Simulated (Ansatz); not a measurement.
Consider Sn.

The calculation's input:

```
crystal:
  lattice:
    - [-1.66643981, 1.70778749, 2.18280218]
    - [1.79387178, -1.85892325, 2.39165312]
    - [1.69371338, 1.88544402, -2.29756241]
  atoms:
    - { symbol: Sn, position: [0.0, 0.0, 0.0] }
hamiltonian:
  xc: lda
  pseudopotentials: { kind: paw }
kpoints:
  mp_grid: { grid: [6, 5, 6] }
  band_path:
    path:
      - [[0.0, -0.5, 0.5], [0.0, 0.0, 0.0], [0.0, 0.5, 0.0]]
      - [[0.0, 0.0, 0.5], [0.0, 0.0, 0.0], [-0.5, 0.0, 0.0]]
      - [[-0.5, -0.5, 0.5], [0.0, 0.0, 0.0], [-0.5, 0.5, 0.0]]
      - [[-0.5, 0.0, 0.5], [0.0, 0.0, 0.0]]
    npoints: 14
scf:
  occupations: { method: fermi_dirac, width: 0.05 }
  n_extra_bands: 6
output:
  forces: true
  stress: true
  eigenvalues: true
  fatbands: true
  write_density: true
  write_potential: true
  elf: true
  volumetric_format: npy
```

Command:

```sh
ansatz run input.yaml --threads 2 --pin off --max-ram 5632MiB --backend cpu --events-out ev --progress --plain --runs-dir out
```

Below, planes, directions and counts refer to the conventional cell (a = 3.23 Å, b = 3.39 Å, c = 3.42 Å, α = 95.55°, β = 114.67°, γ = 116.51°).

Space group P-1; a structure from a database of computed crystals, not necessarily the ambient phase; computed pressure about −5 GPa in this cell.

Theory: Ansatz 0.2.0, Kohn-Sham DFT of a periodic cell, LDA, Ansatz PAW.

**What can the converged valence pseudo-density and electron localisation function tell about the bonding?**

Sn–Sn (3.23 Å): ρ at the midpoint is about 0.17 e/Å³; the ELF is about 0.35 at the midpoint.

**Metal or insulator at this level of theory?**

It is gapless in this calculation (a metal or semimetal).

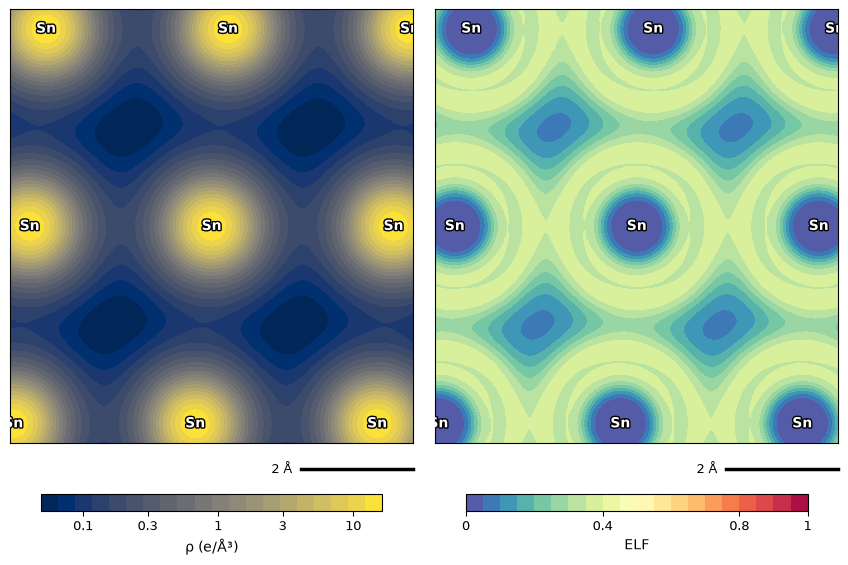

Computed valence pseudo-density and electron localisation function on the (011̄) plane of the conventional cell, in this order. 
